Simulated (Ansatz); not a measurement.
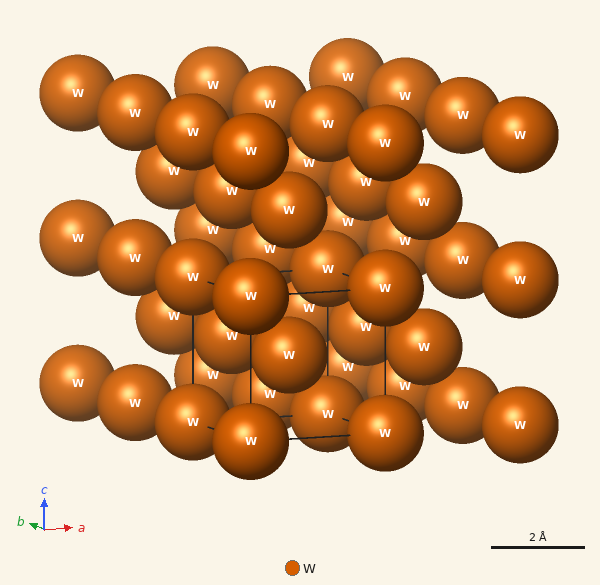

This is a crystal of W (set up in Im-3m). Style: spheres-only. Shown: the conventional cell (2 times the calculation's cell), repeated 2 × 3 × 2 with one cell outlined, slightly off an axis. Lengths and directions refer to the drawn axes.

Level of theory: DFT PBE, scalar-relativistic, plane waves, PAW (Ansatz). (plane-wave cutoff 420 eV; k-point mesh 18 × 18 × 18; occupations gaussian; smearing width 0.1 eV; no spin polarisation)

Now this is done to it. All lengths are scaled by +2.0 % (volume +6.0 %), the atoms keeping their fractional coordinates. No relaxation follows.

What does the calculation give for the changed structure?

The energy rises by 50.0 meV per atom. Pressure: 0.0 GPa before, −15.6 GPa after. All forces vanish by symmetry. It is metallic before and after. Near-neighbour distances before and after: W–W 2.757 → 2.811 Å. The space group stays Im-3m (No. 229).

Drawn alike, the variant:

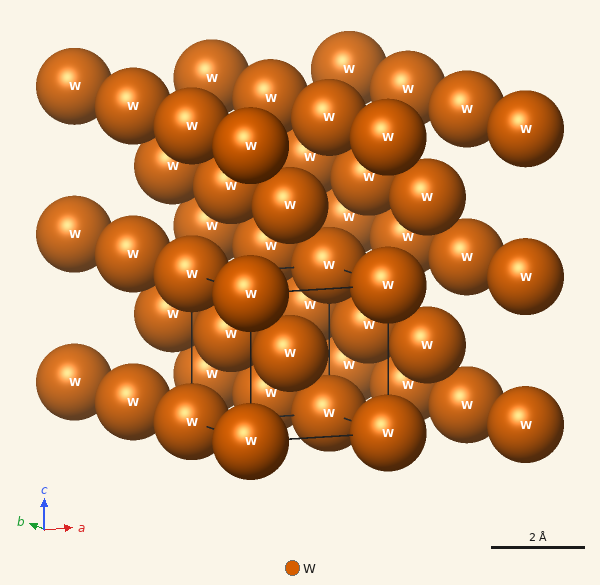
